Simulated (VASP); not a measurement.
# CdTe: quasiparticle gap under strain

Wanted: the deformation potential of the gap of CdTe, from G0W0. The cell is of the zinc-blende type, one of the forms listed for this formula. The start is a cell from a database of measured crystal structures.

Main program and level: VASP 6.6.1; r2SCAN; plane waves and PAW (Te_GW, Cd_GW), in the first sound run; inputs show where later runs differ.

The database entry behind the starting cell differs from later determinations by our own check (an axis about 1.1 % short against later determinations), so it need not match the best structure at ambient conditions.

### 1. The structure

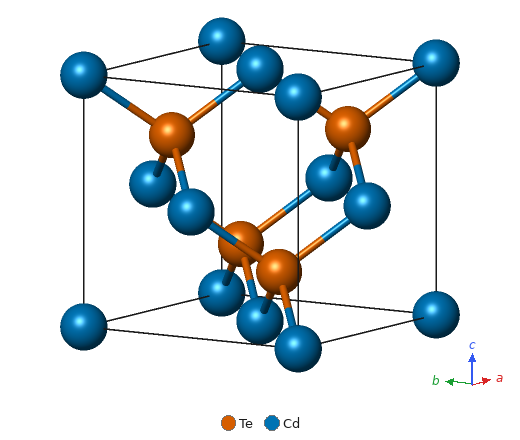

Start, viewed from a free direction; tellurium orange, cadmium blue. This picture shows the conventional cell, with its axes. Bonds to atoms that aren't drawn are left out. Some periodic images of atoms are drawn too.

Coordinates:

```xyz
2
Lattice="0.0000 3.2050 3.2050 3.2050 0.0000 3.2050 3.2050 3.2050 0.0000" Properties=species:S:1:pos:R:3 pbc="T T T"
Te    4.8075    4.8075    4.8075
Cd    0.0000    0.0000    0.0000
```

### 2. Ground state

The orbitals come from a self-consistent r2SCAN run with a tight EDIFF and a narrow smearing. KPOINTS_OPT adds the bands along a path, which shows whether the mesh holds the band edges.

INCAR reads:

```
SYSTEM = CdTe
PREC = Accurate
ENCUT = 300
EDIFF = 1E-08
NELM = 100
ISMEAR = 0
SIGMA = 0.01
LREAL = .FALSE.
ALGO = Normal
METAGGA = R2SCAN
LASPH = .TRUE.
NBANDS = 15
LORBIT = 11
LWAVE = .TRUE.
LCHARG = .FALSE.
KPAR = 8
```

POSCAR reads:

```
CdTe
1.0
    0.0000000000      3.2050000000      3.2050000000
    3.2050000000      0.0000000000      3.2050000000
    3.2050000000      3.2050000000      0.0000000000
Te Cd
1 1
Direct
    0.7500000000      0.7500000000      0.7500000000
    0.0000000000      0.0000000000      0.0000000000
```

KPOINTS reads:

```
Automatic mesh
0
Gamma
6 6 6
0 0 0
```

KPOINTS_OPT reads:

```
Line mode
12
Line-mode
Reciprocal
  0.00000000   0.00000000   0.00000000 GAMMA
  0.50000000   0.00000000   0.50000000 X

  0.50000000   0.00000000   0.50000000 X
  0.50000000   0.25000000   0.75000000 W

  0.50000000   0.25000000   0.75000000 W
  0.37500000   0.37500000   0.75000000 K

  0.37500000   0.37500000   0.75000000 K
  0.00000000   0.00000000   0.00000000 GAMMA

  0.00000000   0.00000000   0.00000000 GAMMA
  0.50000000   0.50000000   0.50000000 L

  0.50000000   0.50000000   0.50000000 L
  0.62500000   0.25000000   0.62500000 U

  0.62500000   0.25000000   0.62500000 U
  0.50000000   0.25000000   0.75000000 W

  0.50000000   0.25000000   0.75000000 W
  0.50000000   0.50000000   0.50000000 L

  0.50000000   0.50000000   0.50000000 L
  0.37500000   0.37500000   0.75000000 K

  0.62500000   0.25000000   0.62500000 U
  0.50000000   0.00000000   0.50000000 X
```

PAW data sets: Te_GW and Cd_GW (PBE family, release 64).

Started as:

```bash
mpirun -np 8 vasp_std
```

What it wrote:

```text
[banner, memory and clock lines left out]
running    8 mpi-ranks, on    1 nodes
 distrk:  each k-point on    1 cores,    8 groups
 distr:  one band on    1 cores,    1 groups

 POSCAR found type information on POSCAR TeCd
 POSCAR found :  2 types and       2 ions
|                                                                             |
|           W    W    AA    RRRRR   N    N  II  N    N   GGGG   !!!           |
|           W    W   A  A   R    R  NN   N  II  NN   N  G    G  !!!           |
|           W    W  A    A  R    R  N N  N  II  N N  N  G       !!!           |
|           W WW W  AAAAAA  RRRRR   N  N N  II  N  N N  G  GGG   !            |
|           WW  WW  A    A  R   R   N   NN  II  N   NN  G    G                |
|           W    W  A    A  R    R  N    N  II  N    N   GGGG   !!!           |
|                                                                             |
|     For optimal performance we recommend to set                             |
|       NCORE = 2 up to number-of-cores-per-socket                            |
|     NCORE specifies how many cores store one orbital (NPAR=cpu/NCORE).      |
|     This setting can greatly improve the performance of VASP for DFT.       |
|     The default, NCORE=1 might be grossly inefficient on modern             |
|     multi-core architectures or massively parallel machines. Do your        |
|     Unfortunately you need to use the default for GW and RPA                |
|     calculations (for HF NCORE is supported but not extensively tested      |
|     yet).                                                                   |
|                                                                             |

|                                                                             |
|               ----> ADVICE to this user running VASP <----                  |
|                                                                             |
|     You enforced a specific xc type in the INCAR file but a different       |
|     [... a line on the potential file left out ...]
|     I HOPE YOU KNOW WHAT YOU ARE DOING!                                     |
|                                                                             |

 LDA part: xc-table for (None), standard interpolation
 POSCAR, INCAR and KPOINTS ok, starting setup
 FFT: planning ... GRIDC
 FFT: planning ... GRID_SOFT
 FFT: planning ... GRID
 WAVECAR not read
 entering main loop
       N       E                     dE             d eps       ncg     rms          rms(c)
DAV:   1     0.136285953625E+02    0.13629E+02   -0.68815E+03   592   0.728E+02
DAV:   2    -0.482647359261E+02   -0.61893E+02   -0.60323E+02   697   0.212E+02
DAV:   3    -0.504340255706E+02   -0.21693E+01   -0.21649E+01   547   0.406E+01
DAV:   4    -0.505533912174E+02   -0.11937E+00   -0.11935E+00   804   0.105E+01
DAV:   5    -0.505548527615E+02   -0.14615E-02   -0.14615E-02   602   0.101E+00    0.475E+00
DAV:   6    -0.466612700520E+02    0.38936E+01   -0.26708E+00   571   0.205E+01    0.610E+00
DAV:   7    -0.466325862115E+02    0.28684E-01   -0.11520E-01   699   0.299E+00    0.384E+00
DAV:   8    -0.466379223811E+02   -0.53362E-02   -0.68594E-02   680   0.254E+00    0.359E-01
DAV:   9    -0.466393537379E+02   -0.14314E-02   -0.42542E-03   662   0.632E-01    0.176E-01
DAV:  10    -0.466393206715E+02    0.33066E-04   -0.10634E-03   601   0.353E-01    0.331E-02
DAV:  11    -0.466393217746E+02   -0.11031E-05   -0.11783E-04   650   0.983E-02    0.382E-02
DAV:  12    -0.466393129265E+02    0.88482E-05   -0.31157E-05   701   0.660E-02    0.119E-02
DAV:  13    -0.466393137934E+02   -0.86692E-06   -0.87721E-06   637   0.284E-02    0.148E-03
DAV:  14    -0.466393135950E+02    0.19839E-06   -0.36968E-07   756   0.533E-03    0.838E-04
DAV:  15    -0.466393138325E+02   -0.23754E-06   -0.53252E-08   661   0.208E-03    0.879E-04
DAV:  16    -0.466393137678E+02    0.64715E-07   -0.22906E-08   546   0.175E-03    0.824E-05
DAV:  17    -0.466393137573E+02    0.10550E-07   -0.79286E-10   359   0.294E-04    0.411E-05
DAV:  18    -0.466393137578E+02   -0.55820E-09   -0.25968E-10   324   0.202E-04
   1 F= -.46639314E+02 E0= -.46639314E+02  d E =-.149599E-62
 Start KPOINTS_OPT (optional k-point list driver)
k-point batch [1-16\120]
       N       E                     dE             ncg
DAV:   1     0.739495211247E+02   -0.43362E+04      608
DAV:   2    -0.870240101814E+03   -0.94419E+03      669
DAV:   3    -0.903812845254E+03   -0.33573E+02      650
DAV:   4    -0.905348988713E+03   -0.15361E+01      754
DAV:   5    -0.905382348185E+03   -0.33359E-01      679
DAV:   6    -0.905383400458E+03   -0.10523E-02      739
DAV:   7    -0.905383413130E+03   -0.12672E-04      694
DAV:   8    -0.905383413600E+03   -0.47071E-06      711
DAV:   9    -0.905383413606E+03   -0.54877E-08      557
[...]
k-point batch [113-120\120]
       N       E                     dE             ncg
DAV:   1     0.356023427663E+04   -0.35051E+04      288
DAV:   2     0.307322421968E+04   -0.48701E+03      352
DAV:   3     0.305651680028E+04   -0.16707E+02      332
DAV:   4     0.305574946884E+04   -0.76733E+00      367
DAV:   5     0.305573939291E+04   -0.10076E-01      339
DAV:   6     0.305573881682E+04   -0.57609E-03      359
DAV:   7     0.305573880873E+04   -0.80898E-05      369
DAV:   8     0.305573880837E+04   -0.36210E-06      329
DAV:   9     0.305573880837E+04   -0.29600E-08      289
 writing wavefunctions
```

The job ended after 70 s (8 MPI ranks of AMD EPYC 7R43, shared host; peak memory 1.1 GiB).

The logs omit lines about the potential files and the build; timing stands in the text.

Parts of OUTCAR (step 2):

```text
ion  position               nearest neighbor table
   1  0.750  0.750  0.750-   2 2.78   2 2.78   2 2.78   2 2.78
   2  0.000  0.000  0.000-   1 2.78   1 2.78   1 2.78   1 2.78

  LATTYP: Found a face centered cubic cell.
 ALAT       =     6.4100000000

 Subroutine GETGRP returns: Found 24 space group operations
 (whereof 24 operations were pure point group operations)

The static configuration has the point symmetry T_d .

 Found     16 irreducible k-points:

   k-points           NKPTS =     16   k-points in BZ     NKDIM =     16   number of bands    NBANDS=     15

   dimension x,y,z NGX =    28 NGY =   28 NGZ =   28
   dimension x,y,z NGXF=    56 NGYF=   56 NGZF=   56

   ENCUT  =  300.0 eV  22.05 Ry    4.70 a.u.   6.40  6.40  6.40*2*pi/ulx,y,z

   NELECT =      18.0000    total number of electrons

 k-points in reciprocal lattice and weights: Automatic mesh
   0.00000000  0.00000000  0.00000000       0.005
   0.16666667  0.00000000  0.00000000       0.037
   0.33333333  0.00000000  0.00000000       0.037
   0.50000000  0.00000000  0.00000000       0.019
   0.16666667  0.16666667  0.00000000       0.028
   0.33333333  0.16666667  0.00000000       0.111
   0.50000000  0.16666667  0.00000000       0.111
  -0.33333333  0.16666667  0.00000000       0.111
  -0.16666667  0.16666667  0.00000000       0.056
[...]
-0.33333333  0.33333333  0.16666667       0.111
  -0.33333333  0.50000000  0.16666667       0.056

 average (electrostatic) potential at core
       1 -95.0932       2 -73.5889

 E-fermi :   3.5315

 k-point     1 :       0.0000    0.0000    0.0000
  band No.  band energies     occupation
    ...
      5      -4.9246      2.00000
      6      -4.9246      2.00000
      7       3.4152      2.00000
      8       3.4152      2.00000
      9       3.4152      2.00000
     10       4.7816      0.00000
     11       8.4233      0.00000
     12       8.4233      0.00000
     13       8.4233      0.00000
     14      11.3974      0.00000
    ...

 k-point     2 :       0.1667    0.0000    0.0000
  band No.  band energies     occupation
    ...
      5      -4.9260      2.00000
      6      -4.9260      2.00000
      7       1.6822      2.00000
      8       3.1674      2.00000
      9       3.1674      2.00000
     10       5.7830      0.00000
     11       8.5586      0.00000
     12       8.7856      0.00000
     13       8.7856      0.00000
     14      12.3853      0.00000
    ...

 k-point     3 :       0.3333    0.0000    0.0000
  band No.  band energies     occupation
    ...
      5      -4.9214      2.00000
      6      -4.8258      2.00000
      7      -0.3396      2.00000
      8       2.7519      2.00000
      9       2.7519      2.00000
     10       5.8015      0.00000
     11       9.0566      0.00000
     12       9.0566      0.00000
     13      10.1811      0.00000
     14      11.9469      0.00000
    ...

  Total        1.2403295      1.2403295      1.2403295     -0.0000000      0.0000000     -0.0000000
  in kB       30.1809944     30.1809944     30.1809944     -0.0000000      0.0000000     -0.0000000
  external PRESSURE =      30.1809944 kB  Pullay stress =       0.0000000 kB

  energy-cutoff  :      300.00
  volume of cell :       65.84
      direct lattice vectors                 reciprocal lattice vectors
     0.000000000  3.205000000  3.205000000    -0.156006240  0.156006240  0.156006240
     3.205000000  0.000000000  3.205000000     0.156006240 -0.156006240  0.156006240
     3.205000000  3.205000000  0.000000000     0.156006240  0.156006240 -0.156006240

 POSITION                                       TOTAL-FORCE (eV/Angst)
 -----------------------------------------------------------------------------------
      4.80750      4.80750      4.80750         0.000000      0.000000      0.000000
      0.00000      0.00000      0.00000        -0.000000     -0.000000     -0.000000
 -----------------------------------------------------------------------------------
    total drift:                               -0.000013     -0.000013     -0.000013

  FREE ENERGIE OF THE ION-ELECTRON SYSTEM (eV)
  ---------------------------------------------------
  free  energy   TOTEN  =       -46.6393137578 eV

  energy  without entropy=      -46.6393137578  energy(sigma->0) =      -46.63931376

 total charge
# of ion       s       p       d       f       tot
--------------------------------------------------
    1        1.555   2.718   0.050   0.000   4.323
    2        0.538   0.431   9.670   0.015  10.654
--------------------------------------------------
tot          2.093   3.149   9.720   0.015  14.977

[... 3 further parts left out ...]
```

The PAW data sets were made with PBE, which is usual practice but a small mismatch for other functionals.

This step gave:

| Property | Result |
| --- | --- |
| free energy (TOTEN) | -46.64 eV |
| Fermi energy | 3.531 eV |
| pressure | 3.018 GPa |
| least gap on mesh and path | 1.366 eV |
| least direct gap on mesh and path | 1.366 eV |

The highest empty bands on the path are converged less tightly, to about 0.1 eV. Electronic bands along the path, in eV, zero at the valence-band top; v1 is the highest filled band, c1 the lowest empty one:

```tsv
point	v4	v3	v2	v1	c1	c2	c3	c4
Γ	-8.34	0.00	0.00	0.00	1.37	5.01	5.01	5.01
X	-7.78	-4.53	-2.03	-2.03	2.80	2.97	9.63	10.00
W	-7.68	-4.39	-2.52	-2.40	4.78	4.93	6.13	6.70
K	-7.73	-4.42	-2.78	-1.68	3.19	4.92	7.92	8.06
Γ	-8.34	0.00	0.00	0.00	1.37	5.01	5.01	5.01
L	-7.94	-4.70	-0.84	-0.84	2.26	5.58	5.58	7.42
U	-7.73	-4.42	-2.78	-1.68	3.19	4.92	7.92	8.06
W	-7.68	-4.39	-2.52	-2.40	4.78	4.93	6.13	6.70
L	-7.94	-4.70	-0.84	-0.84	2.26	5.58	5.58	7.42
K	-7.73	-4.42	-2.78	-1.68	3.19	4.92	7.92	8.06
jump to U	-7.73	-4.42	-2.78	-1.68	3.19	4.92	7.92	8.06
X	-7.78	-4.53	-2.03	-2.03	2.80	2.97	9.63	10.00
```

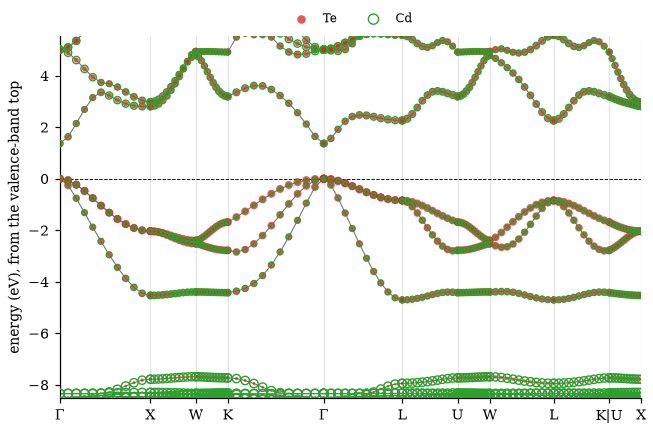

Electronic bands along the path; dots are coloured as in the legend, and their area grows with the weight.

The cell has a gap of 1.37 eV on mesh and path and a pressure of +3.0 GPa, which holds the misfit of the given cell and coordinates with this functional, and any error of cutoff, mesh and data sets. Spin-orbit coupling is left out, which can shift or reorder these edges.

### 3. Empty bands

The next step needs empty bands that the ground-state run didn't converge, so the Hamiltonian is diagonalised exactly for NBANDS bands, in a single step. LOPTICS writes the k-derivatives of the orbitals (WAVEDER), which give the long-wavelength limit of the screening.

INCAR reads:

```
SYSTEM = CdTe
PREC = Accurate
ENCUT = 300
ISMEAR = 0
SIGMA = 0.01
LREAL = .FALSE.
METAGGA = R2SCAN
LASPH = .TRUE.
NBANDS = 280
ALGO = Exact
NELM = 1
LWAVE = .TRUE.
LCHARG = .FALSE.
LOPTICS = .TRUE.
NEDOS = 1000
CSHIFT = 0.1
```

POSCAR is that of step 2.

KPOINTS is that of step 2.

Started as:

```bash
mpirun -np 8 vasp_std
```

What it wrote:

```text
[banner, memory and clock lines left out]
running    8 mpi-ranks, on    1 nodes
 distrk:  each k-point on    8 cores,    1 groups
 distr:  one band on    1 cores,    8 groups

 POSCAR found type information on POSCAR TeCd
 POSCAR found :  2 types and       2 ions
 [... a notice as in an earlier step ...]

 [... a notice as in an earlier step ...]

 LDA part: xc-table for (None), standard interpolation
 found WAVECAR, reading the header
  number of bands has changed, file:    15 present:   280
  trying to continue reading WAVECAR, but it might fail
 POSCAR, INCAR and KPOINTS ok, starting setup
 FFT: planning ... GRIDC
 FFT: planning ... GRID_SOFT
 FFT: planning ... GRID
 reading WAVECAR
 random initialization beyond band           15
 the WAVECAR file was read successfully
 initial charge from wavefunction
 entering main loop
       N       E                     dE             d eps       ncg     rms          rms(c)
DIA:   1    -0.466393137555E+02   -0.46639E+02    0.00000E+00     0   0.000E+00
   1 F= -.46639314E+02 E0= -.46639314E+02  d E =-.455890-119
 writing wavefunctions
 optical routines
 imaginary and real dielectric function
 direction            1
 direction            2
 direction            3
```

Wall time 35 s (8 MPI ranks); peak memory 0.94 GiB.

Parts of OUTCAR (step 3):

```text
The static configuration has the point symmetry T_d .

 Found     16 irreducible k-points:

   k-points           NKPTS =     16   k-points in BZ     NKDIM =     16   number of bands    NBANDS=    280

   NELECT =      18.0000    total number of electrons

 E-fermi :   3.5781

 k-point     2 :       0.1667    0.0000    0.0000
  band No.  band energies     occupation
    ...
      5      -4.9260      2.00000
      6      -4.9260      2.00000
      7       1.6822      2.00000
      8       3.1674      2.00000
      9       3.1674      2.00000
     10       5.7830      0.00000
     11       8.5586      0.00000
     12       8.7856      0.00000
     13       8.7856      0.00000
     14      12.3840      0.00000
    ...

 k-point     5 :       0.1667    0.1667    0.0000
  band No.  band energies     occupation
    ...
      5      -4.9340      2.00000
      6      -4.9158      2.00000
      7       1.7224      2.00000
      8       2.7567      2.00000
      9       2.7568      2.00000
     10       6.4279      0.00000
     11       7.4559      0.00000
     12       9.4533      0.00000
     13       9.4533      0.00000
     14      11.0138      0.00000
    ...

  Total        1.2403589      1.2403589      1.2403589      0.0000000      0.0000000      0.0000000
  in kB       30.1817098     30.1817098     30.1817098      0.0000000      0.0000000      0.0000000
  external PRESSURE =      30.1817098 kB  Pullay stress =       0.0000000 kB

  FREE ENERGIE OF THE ION-ELECTRON SYSTEM (eV)
  ---------------------------------------------------
  free  energy   TOTEN  =       -46.6393137555 eV

  energy  without entropy=      -46.6393137555  energy(sigma->0) =      -46.63931376

 plasma frequency squared (from intraband transitions) (eV^2)
  --------------------------------------------------------------------------------------
       0.000      -0.000       0.000
       0.000       0.000      -0.000
      -0.000      -0.000       0.000

[... 13 parts as in an earlier step ...]
```

WAVECAR now holds 280 bands for 18 electrons. Its independent-particle dielectric tensor has xx, yy, zz = 8.7, 8.7, 8.7 on this mesh, which isn't tested for convergence in mesh or bands and lacks local fields.

[end of part 1 of 4]

[Lines on the potential files, build, host, timing and source positions are cut from VASP's logs without a mark.]

[Logs are printed without paths, hosts, clocks, repeated set-up lines and the standing remarks that a program may print on its own settings, such as how far it seeks lower states.]

[Hosts, paths, dates, database ids (printed as entryN), source tags and the programs' standing remarks are cut or masked in the printed files.]

[Pressures printed for these runs are not shown converged in the cutoff: they can be off by several GPa and have the wrong sign.]
